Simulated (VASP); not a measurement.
**Run report: Ge, single-point calculation**

The run: single-point calculation of Ge (4 atoms in the cell). Method and program: DFT, PBE, plane waves, PAW (VASP 6.6.1).

The structure was built on a prototype by a generator. The geometry comes from this level: r2SCAN (a point of a series of strains). It belongs to a series of runs on one base structure; here: epitaxial_xy strain -1.1%.

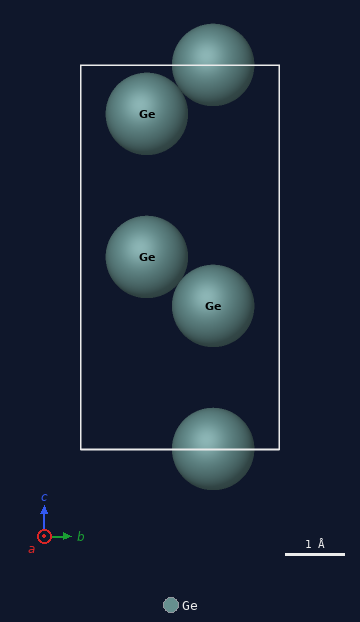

**Figure 1.** The structure as given in the input (spheres-only view of the cell of the calculation, along the a axis).

INCAR:
```
ENCUT = 520.000000
SIGMA = 0.020000
EDIFF = 1.00e-07
GGA = PE
PREC = Accurate
IBRION = -1
ISIF = 2
ISMEAR = -1
NBANDS = 36
NELM = 120
NSW = 0
LASPH = .TRUE.
LCHARG = .FALSE.
LWAVE = .FALSE.
LREAL = .FALSE.
```

KPOINTS:
```
KPOINTS created by Atomic Simulation Environment
0
Gamma
12 12 4
0 0 0
```

KPOINTS_OPT:
```
special points
8
Reciprocal
0.0000000000 0.0000000000 0.0000000000 1
0.5000000000 0.0000000000 0.0000000000 1
0.3333333333 0.3333333333 0.0000000000 1
0.0000000000 0.0000000000 0.5000000000 1
0.5000000000 0.0000000000 0.5000000000 1
0.3333333333 0.3333333333 0.5000000000 1
0.0000000000 0.0000000000 0.0500000000 1
0.0000000000 0.0000000000 0.1500000000 1
```

POSCAR:
```
Ge
 1.0000000000000000
     3.9532416821010816   -0.0000000000288675    0.0000000000000000
    -1.9766208410255410    3.4236077240134968    0.0000000000000000
     0.0000000000000000    0.0000000000000000    6.6109295745000001
 Ge
   4
Cartesian
  0.0000000000166668  2.2824051493327091  0.0082178331490912
  1.9766208410588748  1.1412025746519208  3.3136826203990908
  0.0000000000166668  2.2824051493327091  2.4708807572884086
  1.9766208410588748  1.1412025746519208  5.7763455445384091
```

Run on 1 CPU thread, shared host.

Run as:
```bash
mpirun -np 1 vasp_std
```

OSZICAR:
```
N       E                     dE             d eps       ncg     rms          rms(c)
DAV:   1     0.497243752478E+03    0.49724E+03   -0.28132E+04  4724   0.435E+03
DAV:   2     0.684748231295E+02   -0.42877E+03   -0.41750E+03  4104   0.804E+02
DAV:   3    -0.133903518678E+02   -0.81865E+02   -0.80689E+02  4488   0.207E+02
DAV:   4    -0.180150187754E+02   -0.46247E+01   -0.46060E+01  4808   0.576E+01
DAV:   5    -0.181081195739E+02   -0.93101E-01   -0.93058E-01  4584   0.910E+00    0.463E+00
DAV:   6    -0.179833296159E+02    0.12479E+00   -0.67927E-02  4544   0.197E+00    0.273E+00
DAV:   7    -0.179167672491E+02    0.66562E-01   -0.11347E-01  4516   0.227E+00    0.199E-01
DAV:   8    -0.179201872512E+02   -0.34200E-02   -0.13025E-02  4560   0.996E-01    0.900E-02
DAV:   9    -0.179209624258E+02   -0.77517E-03   -0.83282E-04  4512   0.135E-01    0.277E-02
DAV:  10    -0.179210212603E+02   -0.58835E-04   -0.76148E-05  4896   0.761E-02    0.917E-03
DAV:  11    -0.179210338109E+02   -0.12551E-04   -0.26535E-05  4656   0.248E-02    0.301E-03
DAV:  12    -0.179210348119E+02   -0.10010E-05   -0.15945E-06  4772   0.125E-02    0.108E-03
DAV:  13    -0.179210350615E+02   -0.24967E-06   -0.24123E-07  3512   0.306E-03    0.300E-04
DAV:  14    -0.179210350464E+02    0.15129E-07   -0.22218E-08  3040   0.897E-04
   1 F= -.17921035E+02 E0= -.17920942E+02  d E =-.186164E-03
       N       E                     dE             ncg
DAV:   1     0.280457484719E+04   -0.10773E+05      672
DAV:   2    -0.524072399802E+03   -0.33286E+04      576
DAV:   3    -0.115959767282E+04   -0.63553E+03      656
DAV:   4    -0.119328564347E+04   -0.33688E+02      652
DAV:   5    -0.119409374436E+04   -0.80810E+00      656
DAV:   6    -0.119411544767E+04   -0.21703E-01      664
DAV:   7    -0.119411628933E+04   -0.84165E-03      700
DAV:   8    -0.119411633414E+04   -0.44815E-04      748
DAV:   9    -0.119411633554E+04   -0.13963E-05      600
DAV:  10    -0.119411633561E+04   -0.72280E-07      412
```

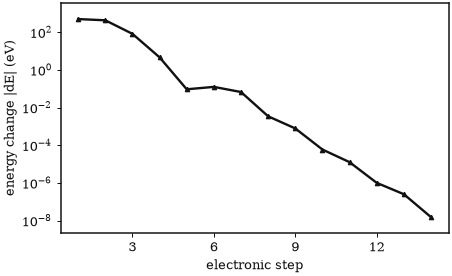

**Figure 2.** Convergence of the self-consistent field: energy change |dE| against the electronic step. It takes 14 electronic steps.

Parts of OUTCAR:
```
k-points           NKPTS =     57   k-points in BZ     NKDIM =     57   number of bands    NBANDS=     36

   NELECT =      56.0000    total number of electrons

   dimension x,y,z NGX =    30 NGY =   30 NGZ =   50
   dimension x,y,z NGXF=    60 NGYF=   60 NGZF=  100

  energy-cutoff  :      520.00
  volume of cell :       89.47
      direct lattice vectors                 reciprocal lattice vectors
     3.953241682 -0.000000000  0.000000000     0.252956960  0.146044769  0.000000000
    -1.976620841  3.423607724  0.000000000     0.000000000  0.292089538  0.000000000
     0.000000000  0.000000000  6.610929575     0.000000000  0.000000000  0.151264658

 k-points in reciprocal lattice and weights: KPOINTS created by Atomic Simulation Env
   0.00000000  0.00000000  0.00000000       0.002
   0.08333333  0.00000000  0.00000000       0.010
   0.16666667  0.00000000  0.00000000       0.010
   0.25000000  0.00000000  0.00000000       0.010
   0.33333333  0.00000000  0.00000000       0.010
   0.41666667  0.00000000  0.00000000       0.010
   0.50000000  0.00000000  0.00000000       0.005
   0.08333333  0.08333333  0.00000000       0.010
   0.16666667  0.08333333  0.00000000       0.021
   0.25000000  0.08333333  0.00000000       0.021
   0.33333333  0.08333333  0.00000000       0.021
   0.41666667  0.08333333  0.00000000       0.021
   0.16666667  0.16666667  0.00000000       0.010
   0.25000000  0.16666667  0.00000000       0.021
   0.33333333  0.16666667  0.00000000       0.021
   0.41666667  0.16666667  0.00000000       0.010
   0.25000000  0.25000000  0.00000000       0.010
   0.33333333  0.25000000  0.00000000       0.021
   0.33333333  0.33333333  0.00000000       0.003
   0.00000000  0.00000000  0.25000000       0.003
   0.08333333  0.00000000  0.25000000       0.021
   0.16666667  0.00000000  0.25000000       0.021
   0.25000000  0.00000000  0.25000000       0.021
   0.33333333  0.00000000  0.25000000       0.021
   0.41666667  0.00000000  0.25000000       0.021
   0.50000000  0.00000000  0.25000000       0.010
   0.08333333  0.08333333  0.25000000       0.021
   0.16666667  0.08333333  0.25000000       0.042
   0.25000000  0.08333333  0.25000000       0.042
   0.33333333  0.08333333  0.25000000       0.042
   0.41666667  0.08333333  0.25000000       0.042
   0.16666667  0.16666667  0.25000000       0.021
   0.25000000  0.16666667  0.25000000       0.042
   0.33333333  0.16666667  0.25000000       0.042
   0.41666667  0.16666667  0.25000000       0.021
   0.25000000  0.25000000  0.25000000       0.021
   0.33333333  0.25000000  0.25000000       0.042
   0.33333333  0.33333333  0.25000000       0.007
   0.00000000  0.00000000  0.50000000       0.002
   0.08333333  0.00000000  0.50000000       0.010
   0.16666667  0.00000000  0.50000000       0.010
   0.25000000  0.00000000  0.50000000       0.010
   0.33333333  0.00000000  0.50000000       0.010
   0.41666667  0.00000000  0.50000000       0.010
   0.50000000  0.00000000  0.50000000       0.005
   0.08333333  0.08333333  0.50000000       0.010
   0.16666667  0.08333333  0.50000000       0.021
   0.25000000  0.08333333  0.50000000       0.021
   0.33333333  0.08333333  0.50000000       0.021
   0.41666667  0.08333333  0.50000000       0.021
   0.16666667  0.16666667  0.50000000       0.010
   0.25000000  0.16666667  0.50000000       0.021
   0.33333333  0.16666667  0.50000000       0.021
   0.41666667  0.16666667  0.50000000       0.010
   0.25000000  0.25000000  0.50000000       0.010
   0.33333333  0.25000000  0.50000000       0.021
   0.33333333  0.33333333  0.50000000       0.003

 E-fermi :   5.3081

 k-point     1 :       0.0000    0.0000    0.0000
  band No.  band energies     occupation
      1     -19.7672      2.00000
      2     -19.7672      2.00000
      3     -19.7274      2.00000
      4     -19.7274      2.00000
      5     -19.7173      2.00000
      6     -19.7110      2.00000
      7     -19.6970      2.00000
      8     -19.6970      2.00000
      9     -19.6443      2.00000
     10     -19.6443      2.00000
     11     -19.5080      2.00000
     12     -19.5080      2.00000
     13     -19.4981      2.00000
     14     -19.4898      2.00000
     15     -19.4731      2.00000
     16     -19.4731      2.00000
     17     -19.4567      2.00000
     18     -19.4567      2.00000
     19     -19.4238      2.00000
     20     -19.4238      2.00000
     21      -7.7665      2.00000
     22      -5.7418      2.00000
     23      -2.5566      2.00000
     24       3.7274      2.00000
     25       3.7274      2.00000
     26       4.9260      2.00000
     27       5.2977      1.25314
     28       5.2992      1.21808
     29       5.3176      0.76621
     30       5.3176      0.76604
     31       7.4898      0.00000
     32       7.4898      0.00000
     33       7.8806      0.00000
     34       9.7741      0.00000
     35       9.7741      0.00000
     36      11.3793      0.00000

 k-point     2 :       0.0833    0.0000    0.0000
  band No.  band energies     occupation
      1     -19.7716      2.00000
      2     -19.7686      2.00000
      3     -19.7298      2.00000
      4     -19.7272      2.00000
      5     -19.7233      2.00000
      6     -19.7049      2.00000
      7     -19.6931      2.00000
      8     -19.6882      2.00000
      9     -19.6406      2.00000
     10     -19.6390      2.00000
     11     -19.5151      2.00000
     12     -19.5148      2.00000
     13     -19.5057      2.00000
     14     -19.4919      2.00000
     15     -19.4713      2.00000
     16     -19.4677      2.00000
     17     -19.4613      2.00000
     18     -19.4562      2.00000
     19     -19.4212      2.00000
     20     -19.4184      2.00000
     21      -7.6889      2.00000
     22      -5.6614      2.00000
     23      -2.5386      2.00000
     24       2.8792      2.00000
     25       3.5513      2.00000
     26       3.9723      2.00000
     27       4.7943      2.00000
     28       5.1474      1.99935
     29       6.0296      0.00000
     30       6.2371      0.00000
     31       7.4852      0.00000
     32       7.7303      0.00000
     33       8.2105      0.00000
     34       9.7683      0.00000
     35      10.0948      0.00000
     36      11.7867      0.00000

 k-point     3 :       0.1667    0.0000    0.0000
  band No.  band energies     occupation
      1     -19.7791      2.00000
      2     -19.7714      2.00000
      3     -19.7352      2.00000
      4     -19.7335      2.00000
      5     -19.7256      2.00000
      6     -19.6947      2.00000
      7     -19.6830      2.00000
      8     -19.6678      2.00000
      9     -19.6312      2.00000
     10     -19.6255      2.00000
     11     -19.5300      2.00000
     12     -19.5295      2.00000
     13     -19.5262      2.00000
     14     -19.4957      2.00000
     15     -19.4720      2.00000
     16     -19.4701      2.00000
     17     -19.4577      2.00000
     18     -19.4515      2.00000
     19     -19.4162      2.00000
     20     -19.4095      2.00000
     21      -7.4583      2.00000
     22      -5.4218      2.00000
     23      -2.5221      2.00000
     24       1.6810      2.00000
     25       2.5366      2.00000
     26       3.1546      2.00000
     27       4.3981      2.00000
     28       4.7587      2.00000
     29       6.3794      0.00000
     30       6.6957      0.00000
     31       8.1860      0.00000
     32       8.2547      0.00000
     33       8.4812      0.00000
     34      10.3994      0.00000
     35      10.9268      0.00000
     36      10.9639      0.00000

 k-point     4 :       0.2500    0.0000    0.0000
  band No.  band energies     occupation
      1     -19.7837      2.00000
      2     -19.7737      2.00000
      3     -19.7436      2.00000
      4     -19.7405      2.00000
      5     -19.7209      2.00000
      6     -19.6869      2.00000
      7     -19.6703      2.00000
      8     -19.6415      2.00000
      9     -19.6197      2.00000
     10     -19.6081      2.00000
     11     -19.5534      2.00000
     12     -19.5475      2.00000
     13     -19.5453      2.00000
     14     -19.4978      2.00000
     15     -19.4849      2.00000
     16     -19.4734      2.00000
     17     -19.4484      2.00000
     18     -19.4438      2.00000
     19     -19.4118      2.00000
     20     -19.4037      2.00000
     21      -7.0830      2.00000
     22      -5.0293      2.00000
     23      -2.6388      2.00000
     24       0.7583      2.00000
     25       1.1481      2.00000
     26       2.7293      2.00000
     27       3.7981      2.00000
     28       4.3374      2.00000
     29       6.2047      0.00000
     30       6.9317      0.00000
     31       8.4117      0.00000
     32       8.6985      0.00000
     33       8.9779      0.00000
     34      10.9332      0.00000
     35      11.7309      0.00000
     36      12.0516      0.00000

 k-point     5 :       0.3333    0.0000    0.0000
  band No.  band energies     occupation
      1     -19.7839      2.00000
      2     -19.7749      2.00000
      3     -19.7533      2.00000
      4     -19.7444      2.00000
      5     -19.7124      2.00000
      6     -19.6822      2.00000
      7     -19.6580      2.00000
      8     -19.6141      2.00000
      9     -19.6095      2.00000
     10     -19.5906      2.00000
     11     -19.5813      2.00000
     12     -19.5629      2.00000
     13     -19.5598      2.00000
     14     -19.4978      2.00000
     15     -19.4976      2.00000
     16     -19.4816      2.00000
     17     -19.4413      2.00000
     18     -19.4353      2.00000
     19     -19.4090      2.00000
     20     -19.4025      2.00000
     21      -6.5851      2.00000
     22      -4.5028      2.00000
     23      -3.0593      2.00000
     24      -0.1167      2.00000
     25       0.3512      2.00000
     26       2.3818      2.00000
     27       3.1253      2.00000
     28       3.9911      2.00000
     29       5.9899      0.00000
     30       6.9653      0.00000
     31       8.5908      0.00000
     32       8.8795      0.00000
     33       8.9052      0.00000
     34      11.9925      0.00000
     35      12.0680      0.00000
     36      12.2833      0.00000

 [... the levels of 51 k-points are left out ...]

 k-point    57 :       0.3333    0.3333    0.5000
  band No.  band energies     occupation
      1     -19.7807      2.00000
      2     -19.7807      2.00000
      3     -19.7539      2.00000
      4     -19.7539      2.00000
      5     -19.6881      2.00000
      6     -19.6881      2.00000
      7     -19.6174      2.00000
      8     -19.6174      2.00000
      9     -19.5923      2.00000
     10     -19.5923      2.00000
     11     -19.5763      2.00000
     12     -19.5763      2.00000
     13     -19.5413      2.00000
     14     -19.5413      2.00000
     15     -19.5075      2.00000
     16     -19.5075      2.00000
     17     -19.4330      2.00000
     18     -19.4330      2.00000
     19     -19.4012      2.00000
     20     -19.4012      2.00000
     21      -4.5716      2.00000
     22      -4.5716      2.00000
     23      -3.0632      2.00000
     24      -3.0632      2.00000
     25       0.7818      2.00000
     26       0.7818      2.00000
     27       3.0403      2.00000
     28       3.0403      2.00000
     29       6.3773      0.00000
     30       6.3773      0.00000
     31       9.2017      0.00000
     32       9.2017      0.00000
     33      11.1742      0.00000
     34      11.1742      0.00000
     35      12.0286      0.00000
     36      12.0286      0.00000

  Total        2.8258087      2.8258087      1.7388385     -0.0000000     -0.0000000      0.0000000
  in kB       50.6003421     50.6003421     31.1365105     -0.0000000     -0.0000000      0.0000000
  external PRESSURE =      44.1123982 kB  Pullay stress =       0.0000000 kB

 POSITION                                       TOTAL-FORCE (eV/Angst)
 -----------------------------------------------------------------------------------
      0.00000      2.28241      0.00822        -0.000000      0.000000      0.024650
      1.97662      1.14120      3.31368         0.000000     -0.000000      0.024650
      0.00000      2.28241      2.47088        -0.000000      0.000000     -0.024650
      1.97662      1.14120      5.77635         0.000000     -0.000000     -0.024650
 -----------------------------------------------------------------------------------
    total drift:                               -0.000000     -0.000000      0.001040

  FREE ENERGIE OF THE ION-ELECTRON SYSTEM (eV)
  ---------------------------------------------------
  free  energy   TOTEN  =       -17.9210350464 eV

  energy  without entropy=      -17.9208488822  energy(sigma->0) =      -17.92094196
```

Summary:

- outcome: converged
- space group (tolerance 0.01 Å): P6₃/mmc (194)
- electrons treated: 56
- free energy: −17.9210 eV
- Fermi energy: 5.308 eV
- band gap: none (metallic)
- pressure: 4.41 GPa
- largest force (length of the vector): 0.025 eV/Å
- wall time: 3 min
- peak memory: 0.34 GiB
